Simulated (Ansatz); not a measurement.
**Bands, cutoff and cost in G0W0 for GeH6CBr3N (CH3NH3GeBr3)**

Wanted: a G0W0 gap for GeH6CBr3N (CH3NH3GeBr3) that is converged in bands and cutoff, or an estimate of the limit.

Program: Ansatz 0.2.0. Level of theory: G0W0 on PBEsol, plane waves, PAW. Results are calculated unless marked as measured.

The structure was built from a prototype and need not be the compound's stable phase.

## 1. Starting point

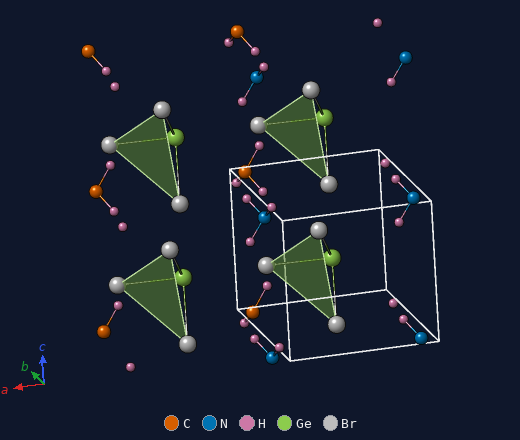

The cell as given, from a free direction (carbon orange, nitrogen blue, hydrogen pink, germanium green, bromine light grey). 2×1×2 cells are drawn. Bonds to atoms that aren't drawn are left out. Some periodic images of atoms are drawn too.

The structure was relaxed with PBEsol-D3(BJ). The runs that relaxed it are not among those shown. The default PAW set here is soft_2. Its files were made with PBE.

## 2. 182 empty bands, screening to 60 eV

Now the one-shot GW correction: screening in the RPA, then the self-energy of the levels asked for.

Contents of input.yaml:

```yaml
crystal:
  lattice:
    - [5.5491456038, 0.3690801251, 0.0019814122]
    - [0.3690801251, 5.6436113835, -0.0495487783]
    - [0.0019814122, -0.0495487783, 5.5496881284]
  atoms:
    - { symbol: C, position: [0.9285284086, 0.9118907512, 1.0034534507] }
    - { symbol: "N", position: [0.0831890171, 0.1048511975, -0.0030436593] }
    - { symbol: H, position: [1.0461709627, 0.7402467279, 1.005384829] }
    - { symbol: H, position: [0.1931807646, 1.0898222514, 0.8435747825] }
    - { symbol: H, position: [0.8127927411, -0.0781405628, 0.8427623118] }
    - { symbol: H, position: [-0.0230126089, 0.2699994338, -0.0052505469] }
    - { symbol: H, position: [0.8160787674, -0.0660614239, 0.1669512405] }
    - { symbol: H, position: [0.195510254, 1.1009130436, 0.1477181839] }
    - { symbol: Ge, position: [0.5126670865, 0.5108398649, 0.4790207983] }
    - { symbol: Br, position: [0.5190946355, 0.474484955, 0.0186309937] }
    - { symbol: Br, position: [0.4386024672, -0.0291984139, 0.4964633399] }
    - { symbol: Br, position: [-0.0332494532, 0.4695164188, 0.5040208673] }
kpoints:
  mp_grid: { grid: [4, 4, 4] }
hamiltonian:
  xc: pbesol
scf:
  occupations: { method: fixed }
gw:
  n_empty_bands: 182
  ecut_chi: 60
  qp_bands: [v4, c4]
  qp_kpoints: band_edges
  screening: { model: contour_deformation }
```

Run with:

```console
> ansatz run input.yaml --threads 3 --pin off --max-ram 92160MiB --backend cuda --events-out ev --progress --plain --runs-dir out --devices 1 --max-vram 13GiB  # rebuilt from the run's record
```

Numbers of over 12 decimals in the logs are rounded to 6 here.

The log of the run:

```text
GPUs: using 1 of 1 available (devices: 1).
Engine: ansatz 0.2.0, x86_64-unknown-linux-gnu
Pseudopotentials: kind: paw
Pseudopotential: C, paw, valence charge 4, recommended cutoff 420 eV (normal), C.paw.azcp
Pseudopotential: N, paw, valence charge 5, recommended cutoff 420 eV (normal), N.paw.azcp
Pseudopotential: H, paw, valence charge 1, recommended cutoff 420 eV (normal), H.paw.azcp
Pseudopotential: Ge, paw, valence charge 14, recommended cutoff 420 eV (normal), Ge.paw.azcp
Pseudopotential: Br, paw, valence charge 7, recommended cutoff 420 eV (normal), Br.paw.azcp
Functional definition: PBEsol
  exchange = pbesol_x
  correlation = pbesol_c
device memory: the entry about to start is reckoned to put 2.3 GiB on a device that reports 51.8 GiB free (of which the cap on the GPU budget leaves the run 13.0 GiB)
GPU FFT provider: cuFFT
GPU libraries: cuBLAS 13.8.2, cuFFT 12.4.0, cuSOLVER 12.3.4
Crystal: 12 atoms, lattice volume = 173.031 Å³
Basis set: ecut = 420 eV, 3387 PW (Γ)
Bands: 37, of which v1, the nominal top of the filled ones, is band 25 counted from 1 (24 counted from 0)
Symmetry: 1 space group operations
Space group: P1 (ITA 1), of the structure as read, at distance tolerance 5.6e-5 Å
k-points: 36 of 64 (time reversal used)
Non-local potential: C, projectors of the file, l = 0: 2, l = 1: 2, l = 2: 1
Non-local potential: N, projectors of the file, l = 0: 2, l = 1: 2, l = 2: 1
Non-local potential: H, projectors of the file, l = 0: 2, l = 1: 1
Non-local potential: Ge, projectors of the file, l = 0: 2, l = 1: 2, l = 2: 3, l = 3: 1
Non-local potential: Br, projectors of the file, l = 0: 2, l = 1: 2, l = 2: 2
PAW form: soft (Blöchl's): semilocal exchange-correlation on the pseudo side does not see the compensation charge
PAW frozen core: C, regenerated for the run's functional, and the local potential with it (the file was generated under x = pbe(κ = 0.804, μ = 0.219515), c = pbe(β = 0.066725))
PAW frozen core: N, regenerated for the run's functional, and the local potential with it (the file was generated under x = pbe(κ = 0.804, μ = 0.219515), c = pbe(β = 0.066725))
PAW frozen core: Ge, regenerated for the run's functional, and the local potential with it (the file was generated under x = pbe(κ = 0.804, μ = 0.219515), c = pbe(β = 0.066725))
PAW frozen core: Br, regenerated for the run's functional, and the local potential with it (the file was generated under x = pbe(κ = 0.804, μ = 0.219515), c = pbe(β = 0.066725))
PAW one-centre angular grid: C, 110 points (default); XC on 64 Gauss nodes
PAW one-centre angular grid: N, 110 points (default); XC on 64 Gauss nodes
PAW one-centre angular grid: H, 110 points (default); XC on 64 Gauss nodes
PAW one-centre angular grid: Ge, 590 points (default); XC on 64 Gauss nodes
PAW one-centre angular grid: Br, 110 points (default); XC on 64 Gauss nodes
Initial density: superposition of atomic densities (neutral atoms: chi_scale 0, normalization atom), corrected by the library's trained network
Initial wavefunctions: pseudopotential atomic-orbital guess
GPU buffer pool allocated for 64000 grid points (all kernels)
GPU transforms: local potential and band sums: pruned to the plane-wave sphere, on 40×40×40
Functional: x = pbesol(κ = 0.804, μ = 0.123457), c = pbesol(β = 0.046)
SCF iter   1: F=—  HF=-13187.333635 eV  |F-HF|=—  |Δ(HF+E_count)|=         —  Δρ=3.92e-3  dr2=2.05e-2  ethr=1.77e-3  ⟨swp⟩=5.8  Hψ=5152  notcnv=0  defer=358
preconditioner: auto → Resta (q_TF=auto, 2.218 Å⁻¹)  ε∞=2.9  [insulator: Δε(μ)=1.033 eV  Ē_g=12.488 eV  n_scr=26 (ndim 8)  ℏωp=17.4 eV  f_vac=0.035  ε∞_Penn≈2.9]
SCF iter   2: F=—  HF=-13187.330294 eV  |F-HF|=—  |Δ(HF+E_count)|=   3.34e-3  Δρ=2.02e-3  dr2=5.31e-3  ethr=4.09e-5  ⟨swp⟩=2.0  Hψ=2249  notcnv=0  defer=360
SCF iter   3: F=—  HF=-13187.330069 eV  |F-HF|=—  |Δ(HF+E_count)|=   2.25e-4  Δρ=5.33e-4  dr2=5.80e-4  ethr=1.06e-5  ⟨swp⟩=2.0  Hψ=1812  notcnv=0  defer=360
SCF iter   4: F=—  HF=-13187.330031 eV  |F-HF|=—  |Δ(HF+E_count)|=   3.76e-5  Δρ=1.45e-4  dr2=4.52e-5  ethr=1.16e-6  ⟨swp⟩=2.7  Hψ=2327  notcnv=0  defer=358
SCF iter   5: F=—  HF=-13187.330082 eV  |F-HF|=—  |Δ(HF+E_count)|=   5.04e-5  Δρ=5.91e-5  dr2=7.19e-6  ethr=9.04e-8  ⟨swp⟩=2.8  Hψ=2112  notcnv=0  defer=338
SCF iter   6: F=—  HF=-13187.330086 eV  |F-HF|=—  |Δ(HF+E_count)|=   4.54e-6  Δρ=1.74e-5  dr2=6.17e-7  ethr=1.44e-8  ⟨swp⟩=2.0  Hψ=1976  notcnv=0  defer=344
SCF iter   7: F=-13187.330087 eV  HF=-13187.330087 eV  |F-HF|=7.48e-8  |Δ(HF+E_count)|=   8.49e-7  Δρ=5.85e-6  dr2=8.82e-8  ethr=2.00e-10  ⟨swp⟩=11.9  Hψ=7218  notcnv=0
SCF 1 converged in 7 iterations: F = -13187.330087 eV  dr2 = 8.82e-8
  greatest PAW one-centre occupation: 0.999 electrons in one spin orbital (limit 2), on the Ge atom at site 8 (counted from 0), in its partial waves of l = 2
device memory: the entry about to start is reckoned to put 3.1 GiB (of the 3.2 GiB reckoned in all, the device holds 0.1 GiB already) on a device that reports 49.9 GiB free (of which the cap on the GPU budget leaves the run 12.9 GiB)
NSCF: frozen V_eff on 36 k-points
the band table was solved once the SCF had ended and its energy, with any forces and stress, was formed, with the checks that follow a solve (6000 applications of the Hamiltonian). They found nothing against the state; the energy, forces and stress were not computed again (output.eigenvalues in the input reference)
device memory: the entry about to start is reckoned to put 4.9 GiB on a device that reports 49.4 GiB free (of which the cap on the GPU budget leaves the run 13.0 GiB)
NSCF: frozen V_eff on 36 k-points
G₀W₀ screening: q 1/36
[... further progress lines ...]
SCF converged after 7 iterations
Free energy (F): -13187.330087 eV
Harris-Foulkes:  -13187.330087 eV  (|F-HF|=7.48e-8)
Internal energy: -13187.330087 eV  (E = F + TS)
E sigma→0 (E₀):  -13187.330087 eV
Fermi energy:    3.597151 eV
--- Per-component energies (eV) ---
  E_band       = -371.355738
  E_kinetic    = 813.910769
  E_local      = -4294.913653  (includes V_loc(G=0)·N_el)
  E_nonlocal   = 709.818216
  E_hartree    = 1672.593371
  E_xc         = -1017.735939
  E_vxc        = -577.487458  (∫ρ·V_xc dr)
  E_paw        = -8803.570809  (= ΣΔE_a)
  E_vpaw       = -367.865546  (= ΣTr[D̂ρ^β])
  E_aug_tail   = -0.007175  (compensation charges beyond the density's cutoff)
  E_ewald      = -2268.668815
  E_core_change = 1.243947  (= ΣΔE_core)
  E_smearing   = -0.000000  (= −TS)
  E_closure    = -0.000000  (closes the sum)
  Σ components = -13187.330087   (vs F -13187.330087, Δ=0.00e0)
--- Band table (eV; the first three rows and the last of 36) ---
  k-point 0: bands = [... 21 lower, 1.2009, 1.2364, 1.3346, 1.5756, 6.9143, 7.5589, 8.0719, 8.3031, ... 8 higher]
  k-point 1: bands = [... 21 lower, 1.0272, 1.1233, 1.5194, 1.5490, 7.1456, 7.4554, 7.5413, 8.3689, ... 8 higher]
  k-point 2: bands = [... 21 lower, 1.0359, 1.3479, 1.4887, 2.0166, 5.5438, 7.4172, 8.4372, 8.5364, ... 8 higher]
  k-point 35: bands = [... 21 lower, 1.4919, 1.7499, 1.7683, 3.5972, 4.6333, 4.7745, 5.0307, 8.1259, ... 8 higher]
--- G₀W₀: contour deformation, 6 samples at zero and on the imaginary axis and 3 off it, 64 q-points, 182 empty bands' worth ---
  eigenvalues of the whole cell's RPA ε∞ on this k-mesh (on a slab, of 1 + 4πα/V) = 6.1821, 7.5066, 8.1375; static W/v taken at q = 0 is 0.137802
  gw.qp_kpoints: band_edges: 12 of 36 stored k-points solved, in 1 pass; an edge of the gap read off the rows below is read off those points alone
    valence top: of the k-points left out ik 28 came nearest to being solved in a further pass, in band 25 (counted from 1, as in the quasiparticle table): it holds the edge there only if its correction is more favourable than any solved in that band by at least 0.696 eV; those differ by 0.588 eV
    conduction bottom: of the k-points left out ik 28 came nearest to being solved in a further pass, in band 26 (counted from 1, as in the quasiparticle table): it holds the edge there only if its correction is more favourable than any solved in that band by at least 0.533 eV; those differ by 0.142 eV
    ik  band        ε_KS         Σx   Σc(E_QP)       V_xc       Z   E_QP_lin       E_QP  E_QP is
     0    22      1.2009   -19.2916     3.0914   -15.4941  0.7332     0.4698     0.4948  root
     0    23      1.2364   -19.2304     3.0195   -15.5467  0.7320     0.5505     0.5722  root
     0    24      1.3346   -19.3861     3.0237   -15.7134  0.7320     0.6652     0.6856  root
     0    25      1.5756   -19.5903     2.9499   -15.9970  0.7379     0.9135     0.9323  root
     0    26      6.9143    -5.1512    -3.6716    -9.4438  0.7984     7.5499     7.5353  root
     0    27      7.5589    -7.8720    -4.1577   -12.7579  0.7395     8.3161     8.2871  root
     0    28      8.0719    -4.2045    -3.6997    -8.4628  0.7933     8.6422     8.6306  root
     0    29      8.3031    -6.3839    -4.1113   -11.1009  0.7515     8.9299     8.9087  root
     1    22      1.0272   -19.1321     3.0960   -15.3427  0.7301     0.3091     0.3338  root
     1    23      1.1233   -19.1780     3.0135   -15.4853  0.7343     0.4215     0.4441  root
     1    24      1.5194   -19.3043     2.8599   -15.8308  0.7364     0.8886     0.9058  root
     1    25      1.5490   -19.2782     2.8488   -15.8165  0.7364     0.9191     0.9362  root
     1    26      7.1456    -9.1125    -3.9696   -13.8367  0.7269     7.9057     7.9002  root
     1    27      7.4554    -6.5588    -3.8699   -11.0759  0.7642     8.1164     8.1026  root
     1    28      7.5413    -7.2393    -4.0327   -12.0309  0.7597     8.3291     8.3002  root
     1    29      8.3689    -5.8526    -3.9484   -10.4573  0.7669     9.0461     9.0253  root
     2    22      1.0359   -19.4555     3.1583   -15.5875  0.7330     0.3008     0.3263  root
     2    23      1.3479   -19.4004     3.0738   -15.6162  0.7371     0.6125     0.6376  root
     2    24      1.4887   -19.4025     2.9683   -15.7753  0.7361     0.8095     0.8299  root
     2    25      2.0166   -18.5333     1.9501   -16.2789  0.7444     1.7090     1.7123  root
     2    26      5.5438    -9.1929    -3.5038   -13.3929  0.7572     6.2615     6.2400  root
     2    27      7.4172    -8.1354    -4.0852   -12.9244  0.7372     8.1479     8.1210  root
     2    28      8.4372    -7.1314    -4.0937   -12.0046  0.7566     9.2487     9.2169  root
     2    29      8.5364    -5.8501    -3.9310   -10.5677  0.7826     9.3535     9.3230  root
[...]
35    22      1.4919   -19.5981     3.0158   -15.8997  0.7388     0.7876     0.8093  root
    35    23      1.7499   -19.7185     2.9769   -16.0765  0.7392     1.0646     1.0848  root
    35    24      1.7683   -19.7686     2.9682   -16.1498  0.7394     1.0987     1.1177  root
    35    25      3.5972   -17.8651     1.0211   -16.7889  0.7605     3.5420     3.5421  root
    35    26      4.6333    -8.6363    -3.2521   -12.5010  0.7681     5.2594     5.2460  root
    35    27      4.7745    -8.6204    -3.2867   -12.5234  0.7668     5.4046     5.3907  root
    35    28      5.0307    -8.3195    -3.3531   -12.2825  0.7669     5.6545     5.6406  root
    35    29      8.1259    -5.1474    -3.8778    -9.7802  0.7934     8.9065     8.8810  root
```

Wall time 34 s (1 × NVIDIA H100 80GB HBM3 (shared by 6 runs) with 3 threads of AMD EPYC 7R13 (Zen 3), shared host); peak memory 1.8 GiB; 51 s of CPU time.

The column dr2 measures how far the density is from self-consistency, as an energy; F and HF (Harris–Foulkes) agree once it is small.

Numbers from this step:

| Property | Result |
| --- | --- |
| bands summed | 207 |
| RPA ε∞ on this mesh (eigenvalues) | 6.182, 7.507, 8.137 |
| plane waves in the screening matrix | 181 |
| q-points in the mesh | 64 |
| G0W0 gap on the mesh | 1.704 eV |
| k of the valence top | -0.5, -0.5, -0.5 |
| k of the conduction bottom | -0.5, -0.5, -0.5 |
| starting gap on the mesh | 1.036 eV |
| Z at the valence top | 0.7605 |
| Z at the conduction bottom | 0.7681 |
| least direct G0W0 gap on the computed points | 1.704 eV |

The gap on the mesh goes from 1.04 eV to 1.70 eV, a correction of +0.67 eV. Between the two edge states, bare exchange in place of the xc potential would open the gap by 4.94 eV, and correlation takes back 4.27 eV.

## 3. 721 empty bands, screening to 150 eV

Bands and screening cutoff are moved together, since each hides the error of the other.

Changes to input.yaml since step 2:

```diff
@@ -25,4 +25,4 @@
 gw:
-  n_empty_bands: 182
-  ecut_chi: 60
+  n_empty_bands: 721
+  ecut_chi: 150.0
   qp_bands: [v4, c4]
```

The log of the run:

```text
GPUs: using 1 of 1 available (devices: 1).
[...]
GPU FFT provider: cuFFT
GPU libraries: cuBLAS 13.8.2, cuFFT 12.4.0, cuSOLVER 12.3.4
Crystal: 12 atoms, lattice volume = 173.031 Å³
Basis set: ecut = 420 eV, 3387 PW (Γ)
Bands: 37, of which v1, the nominal top of the filled ones, is band 25 counted from 1 (24 counted from 0)
[... 1 set-up line as in the run before ...]
[...]
k-points: 36 of 64 (time reversal used)
[...]
GPU buffer pool allocated for 64000 grid points (all kernels)
[...]
SCF iter   1: F=—  HF=-13187.333635 eV  |F-HF|=—  |Δ(HF+E_count)|=         —  Δρ=3.92e-3  dr2=2.05e-2  ethr=1.77e-3  ⟨swp⟩=5.8  Hψ=5152  notcnv=0  defer=358
[...]
SCF iter   7: F=-13187.330087 eV  HF=-13187.330087 eV  |F-HF|=7.48e-8  |Δ(HF+E_count)|=   8.49e-7  Δρ=5.85e-6  dr2=8.82e-8  ethr=2.00e-10  ⟨swp⟩=11.9  Hψ=7218  notcnv=0
SCF 1 converged in 7 iterations: F = -13187.330087 eV  dr2 = 8.82e-8
[...]
NSCF: frozen V_eff on 36 k-points
[...]
G₀W₀ screening: q 1/36
[... further progress lines ...]
SCF converged after 7 iterations
Free energy (F): -13187.330087 eV
[...]
Internal energy: -13187.330087 eV  (E = F + TS)
E sigma→0 (E₀):  -13187.330087 eV
Fermi energy:    3.597151 eV
[...]
--- Band table (eV; the first three rows and the last of 36) ---
  k-point 0: bands = [... 21 lower, 1.2009, 1.2364, 1.3346, 1.5756, 6.9143, 7.5589, 8.0719, 8.3031, ... 8 higher]
  k-point 1: bands = [... 21 lower, 1.0272, 1.1233, 1.5194, 1.5490, 7.1456, 7.4554, 7.5413, 8.3689, ... 8 higher]
[...]
0    27      7.5589    -7.8720    -4.4466   -12.7579  0.7373     8.0078     7.9983  root
     0    28      8.0719    -4.2045    -3.8550    -8.4628  0.7918     8.4808     8.4753  root
     0    29      8.3031    -6.3839    -4.3495   -11.1009  0.7491     8.6768     8.6705  root
     1    22      1.0272   -19.1321     2.7832   -15.3427  0.7254    -0.0913     0.0209  root ?
     1    23      1.1233   -19.1780     2.6865   -15.4853  0.7296     0.0068     0.1171  root ?
     1    24      1.5194   -19.3043     2.4964   -15.8308  0.7315     0.4582     0.5423  root
     1    25      1.5490   -19.2782     2.4863   -15.8165  0.7314     0.4908     0.5737  root
[...]
2    24      1.4887   -19.4025     2.6268   -15.7753  0.7311     0.3860     0.4883  root ?
[...]
9    22      0.9888   -19.0773     2.6845   -15.3138  0.7275    -0.1378    -0.0902  root ?
     9    23      1.0971   -18.9451     2.6828   -15.1858  0.7273    -0.0288     0.0207  root ?
[...]
15    23      1.3149   -19.3012     2.6158   -15.6115  0.7304     0.1941     0.2411  root ?
[...]
34    23      1.4807   -19.3731     2.6102   -15.6842  0.7310     0.3571     0.4019  root ?
    34    24      1.8035   -19.8381     2.6028   -16.2293  0.7351     0.6905     0.7975  root ?
[...]
35    23      1.7499   -19.7185     2.5573   -16.0765  0.7343     0.6241     0.6652  root ?
    35    24      1.7683   -19.7686     2.6128   -16.1498  0.7344     0.6550     0.7623  root ?
[...]
35    26      4.6333    -8.6363    -3.5420   -12.5010  0.7664     4.9591     4.9561  root
    35    27      4.7745    -8.6204    -3.5721   -12.5234  0.7651     5.1085     5.1053  root
    35    28      5.0307    -8.3195    -3.6274   -12.2825  0.7651     5.3697     5.3662  root
    35    29      8.1259    -5.1474    -4.0420    -9.7802  0.7911     8.7300     8.7168  root
```

Elapsed: 3.3 min, on 1 × NVIDIA H100 80GB HBM3 (shared by 6 runs) with 3 threads; peak memory 6.5 GiB; 6 min of CPU time.

Numbers from this step:

| Property | Result |
| --- | --- |
| bands summed | 746 |
| RPA ε∞ on this mesh (eigenvalues) | 6.144, 7.467, 8.090 |
| plane waves in the screening matrix | 721 |
| q-points in the mesh | 64 |
| G0W0 gap on the mesh | 1.947 eV |
| k of the valence top | -0.5, -0.5, -0.5 |
| k of the conduction bottom | -0.5, -0.5, -0.5 |
| starting gap on the mesh | 1.036 eV |
| Z at the valence top | 0.7556 |
| Z at the conduction bottom | 0.7664 |
| least direct G0W0 gap on the computed points | 1.947 eV |

Against the run with 4×4×4 mesh, 182 empty bands, screening to 60 eV, the gap moves by +0.24 eV.

## 4. Convergence and cost

Times are wall times on 1 × NVIDIA H100 80GB HBM3 (shared by 6 runs) with 3 threads of AMD EPYC 7R13 (Zen 3), shared host, good to a factor of about two.

| mesh | files | frequency | bands summed | cutoff (eV) | start (eV) | G0W0 (eV) | time | host memory (GiB) |
| --- | --- | --- | --- | --- | --- | --- | --- | --- |
| 4×4×4 | default PAW | contour deformation | 207 | 60 | 1.036 | 1.704 | 34 s | 1.8 |
| 4×4×4 | default PAW | contour deformation | 746 | 150 | 1.036 | 1.947 | 3.3 min | 6.5 |

How the two edges are built up, in eV (the quasiparticle level is the starting level plus Σx plus Σc less Vxc):

| run | edge | start | Σx | Σc | Vxc | Z | QP |
| --- | --- | --- | --- | --- | --- | --- | --- |
| 207 bands | valence top | 3.60 | -17.87 | 1.02 | -16.79 | 0.76 | 3.54 |
| 207 bands | conduction bottom | 4.63 | -8.64 | -3.25 | -12.50 | 0.77 | 5.25 |
| 746 bands | valence top | 3.60 | -17.87 | 0.49 | -16.79 | 0.76 | 3.01 |
| 746 bands | conduction bottom | 4.63 | -8.64 | -3.54 | -12.50 | 0.77 | 4.96 |

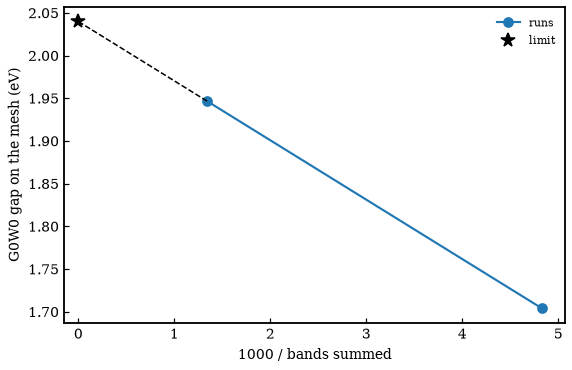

The gap against one over the number of bands; the dashed line carries the two highest rungs to the limit.

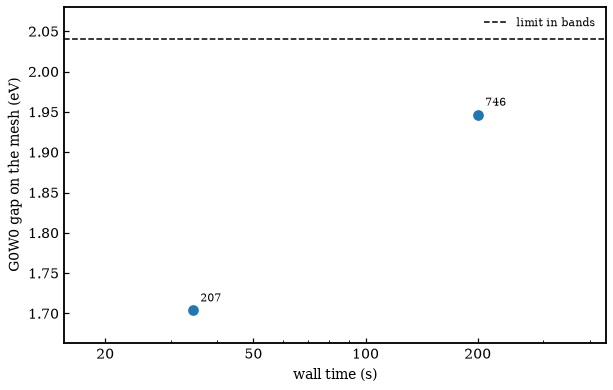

Result against wall time.

## 5. Outcome

```yaml
207_bands_60_ev: 1.704 eV
746_bands_150_ev: 1.947 eV
estimated_limit_in_bands_and_cutoff: 2.04 eV
mesh_and_start: 4×4×4, PBEsol
```

In words: A line in one over the bands through the two rungs gives 2.04 eV, +0.09 eV from the top rung; with two points alone it is an unchecked estimate. The rungs stand 0.34 eV (207 bands) and 0.09 eV (746 bands) from it. From 207 to 746 bands the gap moves by +0.24 eV while the time grows 5.8-fold. Σc changes by −0.53 eV at the valence top and −0.29 eV at the conduction bottom, so both edges matter. The many-body steps are scalar-relativistic: spin-orbit coupling is not in them.

[Paths, hosts, dates, memory and timing lines, banners, echoed tables and standing remarks are left out of the program output.]

[Logs are printed without paths, hosts, clocks, repeated set-up lines and the standing remarks that a program may print on its own settings, such as how far it seeks lower states.]

[Runs of the session that timed out or met a known fault of the program may be left out.]

[Cells called generated may have been cut or substituted from an entry of the Crystallography Open Database or the Materials Project.]

[Hosts, paths, dates, database ids (printed as entryN), source tags and the programs' standing remarks are cut or masked in the printed files.]
